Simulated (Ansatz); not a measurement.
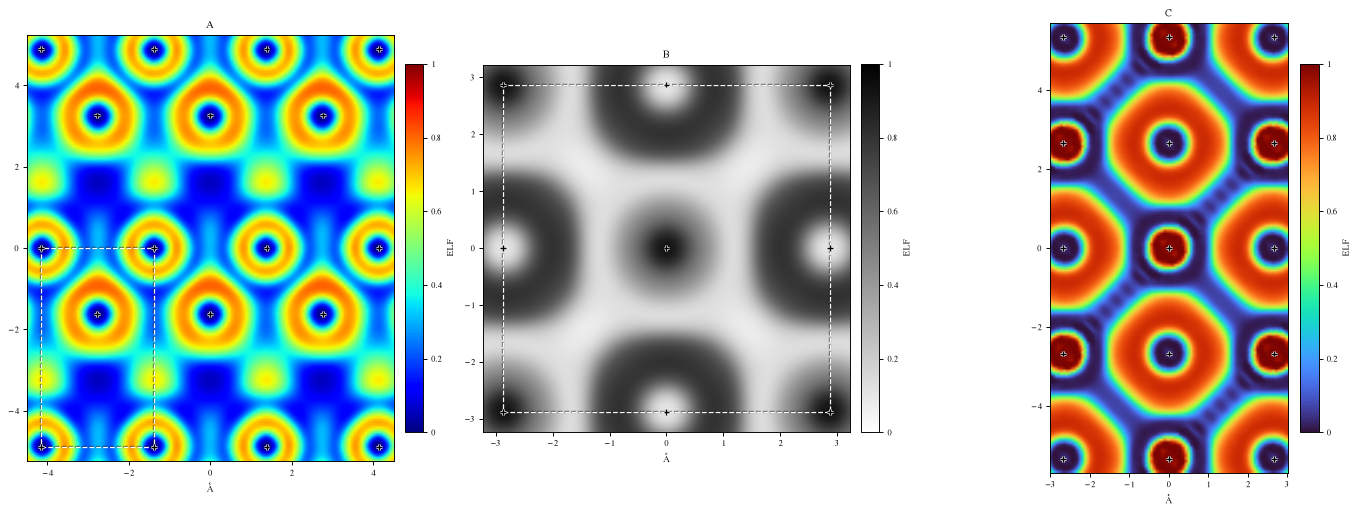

The ELF of 3 systems, each on a plane through atoms (crosses mark nuclei in the plane).

The calculation used Ansatz 0.2.0, DFT PBE, scalar-relativistic, plane waves, PAW.

System 1: WC, the (110) plane of the conventional cell. Space group P-6m2; changed on purpose from its base cell (volume × 0.91, shape and atoms relaxed); computed pressure about 44 GPa in this cell.

System 2: CdSe, the (001) plane of the conventional cell. Space group Fm-3m; a structure from a database of computed crystals, not necessarily the ambient phase.

```xyz
8
Lattice="5.7479 0.0000 0.0000 0.0000 5.7479 0.0000 0.0000 0.0000 5.7479" Properties=species:S:1:pos:R:3 pbc="T T T"
Cd    0.0000    0.0000    0.0000
Cd    2.8740    2.8740    0.0000
Cd    2.8740    0.0000    2.8740
Cd    0.0000    2.8740    2.8740
Se    2.8740    0.0000    0.0000
Se    0.0000    2.8740    0.0000
Se    0.0000    0.0000    2.8740
Se    2.8740    2.8740    2.8740
```

System 3: LiBr, the (010) plane of the conventional cell. Space group Fm-3m; changed on purpose from its base cell (volume × 0.91); computed pressure about 3 GPa in this cell.

```yaml
crystal:
  lattice:
    - [5.34026, 0.00000, 0.00000]
    - [0.00000, 5.34026, 0.00000]
    - [0.00000, 0.00000, 5.34026]
  atoms:
    - { symbol: Li, position: [0.00000, 0.00000, 0.00000] }
    - { symbol: Li, position: [0.50000, 0.50000, 0.00000] }
    - { symbol: Li, position: [0.50000, 0.00000, 0.50000] }
    - { symbol: Li, position: [0.00000, 0.50000, 0.50000] }
    - { symbol: Br, position: [0.50000, 0.00000, 0.00000] }
    - { symbol: Br, position: [0.00000, 0.50000, 0.00000] }
    - { symbol: Br, position: [0.00000, 0.00000, 0.50000] }
    - { symbol: Br, position: [0.50000, 0.50000, 0.50000] }
```

Question: Which map belongs to which system?

Answer: Panel A is system 1, WC: the plane holds W and C. W–C (2.14 Å): the ELF peaks at about 0.80 in the valence shell of C, 0.7 Å from its nucleus, and is about 0.30 at the midpoint. Panel B is system 2, CdSe: the plane holds Cd and Se. Cd–Se (2.87 Å): the ELF is about 0.30 at the midpoint and 0.15 at its lowest between the atoms. Panel C is system 3, LiBr: the plane holds Li and Br. Li–Br (2.67 Å): the ELF is about 0.75 at the midpoint: a closed-shell, largely ionic contact.
